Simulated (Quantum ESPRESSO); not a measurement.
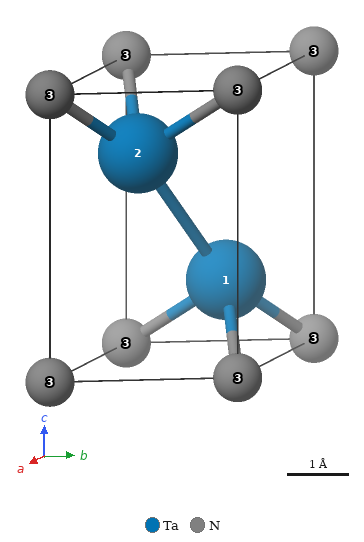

**Figure 1.** The input geometry (ball-and-stick view of the cell of the calculation, seen slightly off an axis; atoms are numbered from 1 in the order of the input). An atom can appear more than once, as a periodic image.

# Single-point calculation, with input and output: Ta₂N (part 1 of 2)

Ta₂N (3 atoms in the cell), computed with Kohn-Sham DFT of a periodic cell, PBEsol, GBRV 1.5 PBEsol, no spin polarisation (Quantum ESPRESSO 7.5).

The structure derives from a Materials Project entry.

## Input file
```
&CONTROL
  calculation = 'scf'
  prefix = 'pwscf'
  outdir = './tmp'
  pseudo_dir = './pseudo'
  tprnfor = .true.
  tstress = .true.
  disk_io = 'low'
/
&SYSTEM
  ibrav = 0
  celldm(1) = 8
  nat = 3
  ntyp = 2
  ecutwfc = 56
  ecutrho = 448
  nbnd = 23
  occupations = 'smearing'
  smearing = 'fd'
  degauss = 0.00367493
/
&ELECTRONS
  conv_thr = 6d-10
  electron_maxstep = 120
  mixing_beta = 0.5
/
ATOMIC_SPECIES
Ta   180.9479 ta_pbesol_v1.uspp.F.UPF
N     14.0070 n_pbesol_v1.2.uspp.F.UPF
CELL_PARAMETERS alat
  0.7353069637788   0.0000000000000   0.0000000000000
 -0.3676534818894   0.6367945101982   0.0000000000000
  0.0000000000000   0.0000000000000   1.1503332200592
ATOMIC_POSITIONS crystal
Ta     0.3333333333    0.6666666667    0.2547110000
Ta     0.6666666667    0.3333333333    0.7452890000
N      0.0000000000    0.0000000000    0.0000000000
K_POINTS automatic
10 10 6 0 0 0
```

## File pp_density.in
```
&INPUTPP
  prefix = 'pwscf'
  outdir = './tmp'
  filplot = 'density.dat'
  plot_num = 0
/
&PLOT
  nfile = 1
  filepp(1) = 'density.dat'
  iflag = 3
  output_format = 6
  fileout = 'density.cube'
/
```

## File pp_potential.in
```
&INPUTPP
  prefix = 'pwscf'
  outdir = './tmp'
  filplot = 'potential.dat'
  plot_num = 11
/
&PLOT
  nfile = 1
  filepp(1) = 'potential.dat'
  iflag = 3
  output_format = 6
  fileout = 'potential.cube'
/
```

Run on 2 threads of Intel Xeon @ 2.90GHz (Ice Lake), 128 GiB of memory available, shared host.

Launched with:
```bash
OMP_NUM_THREADS=1 mpirun -n 2 pw.x -nk 2 -in pw.in > pw.out
OMP_NUM_THREADS=1 mpirun -n 1 pp.x -in pp_density.in > pp_density.out
OMP_NUM_THREADS=1 mpirun -n 1 pp.x -in pp_potential.in > pp_potential.out
```

## What the program printed
```
This program is part of the open-source Quantum ESPRESSO suite
     for quantum simulation of materials; please cite
         "P. Giannozzi et al., J. Phys.:Condens. Matter 21 395502 (2009);
         "P. Giannozzi et al., J. Phys.:Condens. Matter 29 465901 (2017);
         "P. Giannozzi et al., J. Chem. Phys. 152 154105 (2020);
          URL
     in publications or presentations arising from this work. More details at

     Message from routine setup:
     using ibrav=0 with symmetry is DISCOURAGED, use correct ibrav instead

     K-points division:     npool     =       2
     Subspace diagonalization in iterative solution of the eigenvalue problem:
     a serial algorithm will be used

     G-vector sticks info
     --------------------
     sticks:   dense  smooth     PW     G-vecs:    dense   smooth      PW
     Sum        1069     535    163                44067    15481    2623

     Using Slab Decomposition

     bravais-lattice index     =            0
     lattice parameter (alat)  =       8.0000  a.u.
     unit-cell volume          =     275.7793 (a.u.)^3
     number of atoms/cell      =            3
     number of atomic types    =            2
     number of electrons       =        31.00
     number of Kohn-Sham states=           23
     kinetic-energy cutoff     =      56.0000  Ry
     charge density cutoff     =     448.0000  Ry
     scf convergence threshold =      6.0E-10
     mixing beta               =       0.5000
     number of iterations used =            8  plain     mixing
     Exchange-correlation= SLA  PW   PSX  PSC
                           (   1   4  10   8   0   0   0)

     celldm(1)=   8.000000  celldm(2)=   0.000000  celldm(3)=   0.000000
     celldm(4)=   0.000000  celldm(5)=   0.000000  celldm(6)=   0.000000

     crystal axes: (cart. coord. in units of alat)
               a(1) = (   0.735307   0.000000   0.000000 )
               a(2) = (  -0.367653   0.636795   0.000000 )
               a(3) = (   0.000000   0.000000   1.150333 )

     reciprocal axes: (cart. coord. in units 2 pi/alat)
               b(1) = (  1.359976  0.785183 -0.000000 )
               b(2) = (  0.000000  1.570365  0.000000 )
               b(3) = (  0.000000 -0.000000  0.869313 )

     PseudoPot. # 1 for Ta read from file:
     ta_pbesol_v1.uspp.F.UPF
     Pseudo is Ultrasoft + core correction, Zval = 13.0
     Generated by new atomic code, or converted to UPF format
     Using radial grid of  921 points,  7 beta functions with:
                l(1) =   0
                l(2) =   0
                l(3) =   1
                l(4) =   1
                l(5) =   2
                l(6) =   2
                l(7) =   3
     Q(r) pseudized with  6 coefficients,  rinner =    1.300   1.300   1.300
                                                       1.300   1.300   1.300
                                                       1.300

     PseudoPot. # 2 for N  read from file:
     n_pbesol_v1.2.uspp.F.UPF
     Pseudo is Ultrasoft + core correction, Zval =  5.0
     Generated by new atomic code, or converted to UPF format
     Using radial grid of  729 points,  4 beta functions with:
                l(1) =   0
                l(2) =   0
                l(3) =   1
                l(4) =   1
     Q(r) pseudized with  8 coefficients,  rinner =    0.900   0.900   0.900

     atomic species   valence    mass     pseudopotential
     Ta               13.00   180.94790     Ta( 1.00)
     N                 5.00    14.00700     N ( 1.00)

     12 Sym. Ops., with inversion, found

   Cartesian axes

     site n.     atom                  positions (alat units)
         1        Ta     tau(   1) = (  -0.0000000   0.4245297   0.2930025  )
         2        Ta     tau(   2) = (   0.3676535   0.2122648   0.8573307  )
         3        N      tau(   3) = (   0.0000000   0.0000000   0.0000000  )

     number of k points=    72  Fermi-Dirac smearing, width (Ry)=  0.0037
                       cart. coord. in units 2pi/alat
        k(    1) = (   0.0000000   0.0000000   0.0000000), wk =   0.0033333
        k(    2) = (   0.0000000   0.0000000   0.1448856), wk =   0.0066667
        k(    3) = (   0.0000000   0.0000000   0.2897711), wk =   0.0066667
        k(    4) = (   0.0000000   0.0000000  -0.4346567), wk =   0.0033333
        k(    5) = (   0.0000000   0.1570365   0.0000000), wk =   0.0200000
        k(    6) = (   0.0000000   0.1570365   0.1448856), wk =   0.0200000
        k(    7) = (   0.0000000   0.1570365   0.2897711), wk =   0.0200000
        k(    8) = (   0.0000000   0.1570365  -0.4346567), wk =   0.0200000
        k(    9) = (   0.0000000   0.3140731   0.0000000), wk =   0.0200000
        k(   10) = (   0.0000000   0.3140731   0.1448856), wk =   0.0200000
        k(   11) = (   0.0000000   0.3140731   0.2897711), wk =   0.0200000
        k(   12) = (   0.0000000   0.3140731  -0.4346567), wk =   0.0200000
        k(   13) = (   0.0000000   0.4711096   0.0000000), wk =   0.0200000
        k(   14) = (   0.0000000   0.4711096   0.1448856), wk =   0.0200000
        k(   15) = (   0.0000000   0.4711096   0.2897711), wk =   0.0200000
        k(   16) = (   0.0000000   0.4711096  -0.4346567), wk =   0.0200000
        k(   17) = (   0.0000000   0.6281461   0.0000000), wk =   0.0200000
        k(   18) = (   0.0000000   0.6281461   0.1448856), wk =   0.0200000
        k(   19) = (   0.0000000   0.6281461   0.2897711), wk =   0.0200000
        k(   20) = (   0.0000000   0.6281461  -0.4346567), wk =   0.0200000
        k(   21) = (   0.0000000  -0.7851826   0.0000000), wk =   0.0100000
        k(   22) = (   0.0000000  -0.7851826   0.1448856), wk =   0.0200000
        k(   23) = (   0.0000000  -0.7851826   0.2897711), wk =   0.0200000
        k(   24) = (   0.0000000  -0.7851826  -0.4346567), wk =   0.0100000
        k(   25) = (   0.1359976   0.2355548   0.0000000), wk =   0.0200000
        k(   26) = (   0.1359976   0.2355548   0.1448856), wk =   0.0400000
        k(   27) = (   0.1359976   0.2355548   0.2897711), wk =   0.0400000
        k(   28) = (   0.1359976   0.2355548  -0.4346567), wk =   0.0200000
        k(   29) = (   0.1359976   0.3925913   0.0000000), wk =   0.0400000
        k(   30) = (   0.1359976   0.3925913   0.1448856), wk =   0.0400000
        k(   31) = (   0.1359976   0.3925913   0.2897711), wk =   0.0400000
        k(   32) = (   0.1359976   0.3925913  -0.4346567), wk =   0.0400000
        k(   33) = (   0.1359976   0.5496279   0.0000000), wk =   0.0400000
        k(   34) = (   0.1359976   0.5496279   0.1448856), wk =   0.0400000
        k(   35) = (   0.1359976   0.5496279   0.2897711), wk =   0.0400000
        k(   36) = (   0.1359976   0.5496279  -0.4346567), wk =   0.0400000
        k(   37) = (   0.1359976   0.7066644   0.0000000), wk =   0.0400000
        k(   38) = (   0.1359976   0.7066644   0.1448856), wk =   0.0400000
        k(   39) = (   0.1359976   0.7066644   0.2897711), wk =   0.0400000
        k(   40) = (   0.1359976   0.7066644  -0.4346567), wk =   0.0400000
        k(   41) = (   0.2719952   0.4711096   0.0000000), wk =   0.0200000
        k(   42) = (   0.2719952   0.4711096   0.1448856), wk =   0.0400000
        k(   43) = (   0.2719952   0.4711096   0.2897711), wk =   0.0400000
        k(   44) = (   0.2719952   0.4711096  -0.4346567), wk =   0.0200000
        k(   45) = (   0.2719952   0.6281461   0.0000000), wk =   0.0400000
        k(   46) = (   0.2719952   0.6281461   0.1448856), wk =   0.0400000
        k(   47) = (   0.2719952   0.6281461   0.2897711), wk =   0.0400000
        k(   48) = (   0.2719952   0.6281461  -0.4346567), wk =   0.0400000
        k(   49) = (   0.2719952   0.7851826   0.0000000), wk =   0.0200000
        k(   50) = (   0.2719952   0.7851826   0.1448856), wk =   0.0400000
        k(   51) = (   0.2719952   0.7851826   0.2897711), wk =   0.0400000
        k(   52) = (   0.2719952   0.7851826  -0.4346567), wk =   0.0200000
        k(   53) = (   0.4079929   0.7066644   0.0000000), wk =   0.0200000
        k(   54) = (   0.4079929   0.7066644   0.1448856), wk =   0.0400000
        k(   55) = (   0.4079929   0.7066644   0.2897711), wk =   0.0400000
        k(   56) = (   0.4079929   0.7066644  -0.4346567), wk =   0.0200000
        k(   57) = (   0.0000000   0.1570365  -0.1448856), wk =   0.0200000
        k(   58) = (   0.0000000   0.1570365  -0.2897711), wk =   0.0200000
        k(   59) = (   0.0000000   0.3140731  -0.1448856), wk =   0.0200000
        k(   60) = (   0.0000000   0.3140731  -0.2897711), wk =   0.0200000
        k(   61) = (   0.0000000   0.4711096  -0.1448856), wk =   0.0200000
        k(   62) = (   0.0000000   0.4711096  -0.2897711), wk =   0.0200000
        k(   63) = (   0.0000000   0.6281461  -0.1448856), wk =   0.0200000
        k(   64) = (   0.0000000   0.6281461  -0.2897711), wk =   0.0200000
        k(   65) = (  -0.1359976   0.3925913  -0.1448856), wk =   0.0400000
        k(   66) = (  -0.1359976   0.3925913  -0.2897711), wk =   0.0400000
        k(   67) = (  -0.1359976   0.5496279  -0.1448856), wk =   0.0400000
        k(   68) = (  -0.1359976   0.5496279  -0.2897711), wk =   0.0400000
        k(   69) = (  -0.1359976   0.7066644  -0.1448856), wk =   0.0400000
        k(   70) = (  -0.1359976   0.7066644  -0.2897711), wk =   0.0400000
        k(   71) = (  -0.2719952   0.6281461  -0.1448856), wk =   0.0400000
        k(   72) = (  -0.2719952   0.6281461  -0.2897711), wk =   0.0400000

     Dense  grid:    44067 G-vectors     FFT dimensions: (  40,  40,  64)

     Smooth grid:    15481 G-vectors     FFT dimensions: (  30,  30,  45)

     Initial potential from superposition of free atoms

     starting charge      30.9980, renormalised to      31.0000

     negative rho (up, down):  1.876E-01 0.000E+00
     Starting wfcs are   30 randomized atomic wfcs

     Self-consistent Calculation

     iteration #  1     ecut=    56.00 Ry     beta= 0.50
     Davidson diagonalization with overlap
     ethr =  1.00E-02,  avg # of iterations =  2.0

     negative rho (up, down):  1.928E-01 0.000E+00

     total energy              =    -303.63387732 Ry
     estimated scf accuracy    <       0.44637729 Ry

     iteration #  2     ecut=    56.00 Ry     beta= 0.50
     Davidson diagonalization with overlap
     ethr =  1.44E-03,  avg # of iterations =  2.5

     negative rho (up, down):  1.947E-01 0.000E+00

     total energy              =    -303.72581123 Ry
     estimated scf accuracy    <       0.42377315 Ry

     iteration #  3     ecut=    56.00 Ry     beta= 0.50
     Davidson diagonalization with overlap
     ethr =  1.37E-03,  avg # of iterations =  2.0

     negative rho (up, down):  1.967E-01 0.000E+00

     total energy              =    -303.80318958 Ry
     estimated scf accuracy    <       0.00981315 Ry

     iteration #  4     ecut=    56.00 Ry     beta= 0.50
     Davidson diagonalization with overlap
     ethr =  3.17E-05,  avg # of iterations =  2.8

     negative rho (up, down):  1.990E-01 0.000E+00

     total energy              =    -303.80458073 Ry
     estimated scf accuracy    <       0.00103224 Ry

     iteration #  5     ecut=    56.00 Ry     beta= 0.50
     Davidson diagonalization with overlap
     ethr =  3.33E-06,  avg # of iterations =  2.8

     negative rho (up, down):  1.994E-01 0.000E+00

     total energy              =    -303.80464113 Ry
     estimated scf accuracy    <       0.00004549 Ry

     iteration #  6     ecut=    56.00 Ry     beta= 0.50
     Davidson diagonalization with overlap
     ethr =  1.47E-07,  avg # of iterations =  2.1

     negative rho (up, down):  1.995E-01 0.000E+00

     total energy              =    -303.80465112 Ry
     estimated scf accuracy    <       0.00000855 Ry

     iteration #  7     ecut=    56.00 Ry     beta= 0.50
     Davidson diagonalization with overlap
     ethr =  2.76E-08,  avg # of iterations =  2.0

     negative rho (up, down):  1.995E-01 0.000E+00

     total energy              =    -303.80465287 Ry
     estimated scf accuracy    <       0.00000040 Ry

     iteration #  8     ecut=    56.00 Ry     beta= 0.50
     Davidson diagonalization with overlap
     ethr =  1.29E-09,  avg # of iterations =  2.0

     negative rho (up, down):  1.995E-01 0.000E+00

     total energy              =    -303.80465295 Ry
     estimated scf accuracy    <       0.00000001 Ry

     iteration #  9     ecut=    56.00 Ry     beta= 0.50
     Davidson diagonalization with overlap
     ethr =  4.63E-11,  avg # of iterations =  2.1

     negative rho (up, down):  1.995E-01 0.000E+00

     End of self-consistent calculation

          k = 0.0000 0.0000 0.0000 (  1911 PWs)   bands (ev):

   -49.2081 -49.1314 -16.2169 -15.4972 -15.4972 -15.3713 -15.3713 -15.2546
     2.0712  11.0038  13.3731  13.3731  14.4706  18.7380  19.1622  19.1622
    19.6687  19.6687  19.7009  20.5669  20.5669  24.3128  26.1498

          k = 0.0000 0.0000 0.1449 (  1930 PWs)   bands (ev):

   -49.2030 -49.1366 -16.1571 -15.4891 -15.4891 -15.3795 -15.3795 -15.3236
     2.1270  10.8279  13.3267  13.3267  14.8217  18.2511  18.8665  18.8665
    19.9331  19.9331  20.2230  21.0543  21.0543  23.3677  25.5294

          k = 0.0000 0.0000 0.2898 (  1924 PWs)   bands (ev):

   -49.1892 -49.1505 -15.9914 -15.5078 -15.4672 -15.4672 -15.4016 -15.4016
     2.2414  10.5159  13.2393  13.2393  15.6668  17.5278  18.4447  18.4447
    20.8132  20.8132  20.8778  21.7527  21.7527  21.9569  24.1522

          k = 0.0000 0.0000-0.4347 (  1930 PWs)   bands (ev):

   -49.1727 -49.1671 -15.7874 -15.7211 -15.4450 -15.4450 -15.4239 -15.4239
     2.3000  10.3732  13.1981  13.1981  16.5554  16.7741  18.2825  18.2825
    21.1946  21.2945  21.6730  21.6730  22.0390  22.0390  23.1007

          k = 0.0000 0.1570 0.0000 (  1916 PWs)   bands (ev):

   -49.2031 -49.1297 -16.1873 -15.5559 -15.5184 -15.4298 -15.3760 -15.2661
     2.1771  11.2360  12.6856  13.3767  15.0846  17.9513  18.6969  19.3719
    19.3739  19.4385  20.6698  21.1999  21.2771  24.3154  26.0163

          k = 0.0000 0.1570 0.1449 (  1924 PWs)   bands (ev):

   -49.1982 -49.1346 -16.1338 -15.5487 -15.5060 -15.4486 -15.3887 -15.3158
     2.2207  11.0689  12.7858  13.3949  15.1994  17.7408  18.6677  18.8731
    19.6203  20.0253  20.3683  21.6967  21.8101  23.4032  25.4437

          k = 0.0000 0.1570 0.2898 (  1936 PWs)   bands (ev):

   -49.1850 -49.1480 -15.9857 -15.5687 -15.5069 -15.4784 -15.4166 -15.4013
     2.3139  10.7803  12.9032  13.3194  15.7493  17.3706  18.1501  18.5517
    20.3218  20.5369  21.1506  22.1240  22.1510  22.5438  23.9286

          k = 0.0000 0.1570-0.4347 (  1934 PWs)   bands (ev):

   -49.1692 -49.1638 -15.8113 -15.7343 -15.4664 -15.4585 -15.4575 -15.4375
     2.3636  10.6434  12.9576  13.2313  16.4762  16.7709  17.8736  18.5236
    20.9726  21.1022  21.3490  21.8010  22.1293  22.6904  23.5874

          k = 0.0000 0.3141 0.0000 (  1920 PWs)   bands (ev):

   -49.1895 -49.1256 -16.1048 -15.7102 -15.5756 -15.5701 -15.3919 -15.3023
     2.4329  11.7016  11.9586  13.3440  15.6602  16.8858  17.9690  19.3372
    20.0113  20.2329  21.0571  22.2016  22.9267  23.9569  25.6317

          k = 0.0000 0.3141 0.1449 (  1933 PWs)   bands (ev):

   -49.1853 -49.1299 -16.0782 -15.6883 -15.5957 -15.5544 -15.4080 -15.3345
     2.4413  11.7036  12.0867  13.4189  15.4955  16.9446  18.0607  18.9637
    19.7921  20.1382  21.2661  22.4925  22.9947  23.4245  26.2390

          k = 0.0000 0.3141 0.2898 (  1943 PWs)   bands (ev):

   -49.1737 -49.1416 -15.9951 -15.7032 -15.5971 -15.5193 -15.4438 -15.4098
     2.4852  11.4769  12.3632  13.3928  15.5842  17.0531  17.7990  18.9379
    19.7266  20.3936  21.6922  22.2054  22.5776  23.9799  25.0682

          k = 0.0000 0.3141-0.4347 (  1946 PWs)   bands (ev):

   -49.1600 -49.1553 -15.8958 -15.8053 -15.5134 -15.4953 -15.4901 -15.4731
     2.5212  11.2875  12.4711  13.2956  15.9803  16.9799  17.3478  19.1635
    20.4415  21.0272  21.1847  22.1140  22.1669  23.9206  24.5789

          k = 0.0000 0.4711 0.0000 (  1948 PWs)   bands (ev):

   -49.1714 -49.1219 -15.9933 -15.8950 -15.7435 -15.6292 -15.4154 -15.3638
     2.7005  11.2474  12.4776  13.2363  15.4832  16.6251  17.5998  19.8631
    20.8745  21.4195  21.5100  23.0763  23.5572  24.5939  25.0222

          k = 0.0000 0.4711 0.1449 (  1944 PWs)   bands (ev):

   -49.1681 -49.1252 -16.0554 -15.8073 -15.7525 -15.6120 -15.4333 -15.3797
     2.6723  11.5667  12.4197  13.3374  15.4959  16.4608  17.5261  19.4318
    20.0466  21.2053  22.1834  22.8641  23.1561  24.8852  26.0883

          k = 0.0000 0.4711 0.2898 (  1954 PWs)   bands (ev):

   -49.1592 -49.1342 -16.0694 -15.8646 -15.6355 -15.5710 -15.4754 -15.4258
     2.6715  11.7004  12.4050  13.3874  15.4498  16.6546  17.6615  19.3276
    19.4062  21.1823  22.0310  22.8034  22.9585  25.1388  26.2283

          k = 0.0000 0.4711-0.4347 (  1960 PWs)   bands (ev):

   -49.1485 -49.1449 -16.0259 -15.9468 -15.5300 -15.5232 -15.5168 -15.5001
     2.6988  11.4503  12.4680  13.3316  15.8822  16.5053  17.6105  19.7662
    19.8406  21.2422  21.5109  22.3492  23.1245  24.9746  25.5163

          k = 0.0000 0.6281 0.0000 (  1950 PWs)   bands (ev):

   -49.1547 -49.1209 -16.0641 -15.8746 -15.8522 -15.6747 -15.4411 -15.4363
     2.8722  10.9978  12.8093  13.1123  15.0426  16.7466  17.8268  20.7402
    21.1679  22.4122  22.6838  23.5813  23.6220  24.2488  25.3741

          k = 0.0000 0.6281 0.1449 (  1957 PWs)   bands (ev):

   -49.1525 -49.1232 -16.1240 -15.9139 -15.7525 -15.6574 -15.4544 -15.4383
     2.8364  11.1938  12.7997  13.2064  15.3400  16.4614  17.5908  20.2296
    20.3317  22.3244  22.9777  23.3276  23.6054  25.4755  25.4954

          k = 0.0000 0.6281 0.2898 (  1951 PWs)   bands (ev):

   -49.1464 -49.1293 -16.1617 -16.0035 -15.6132 -15.6106 -15.5000 -15.4471
     2.8153  11.2452  12.7542  13.3179  15.8079  16.4504  17.5848  19.3848
    19.9234  22.1923  22.6877  23.3690  23.5522  25.5311  26.2392

          k = 0.0000 0.6281-0.4347 (  1960 PWs)   bands (ev):

   -49.1391 -49.1366 -16.1376 -16.0793 -15.5617 -15.5521 -15.5111 -15.4926
     2.8296  11.0877  12.7129  13.3293  16.1682  16.5622  17.6523  19.2651
    20.0964  22.0460  22.2684  22.9789  24.0903  25.3721  26.0819
```
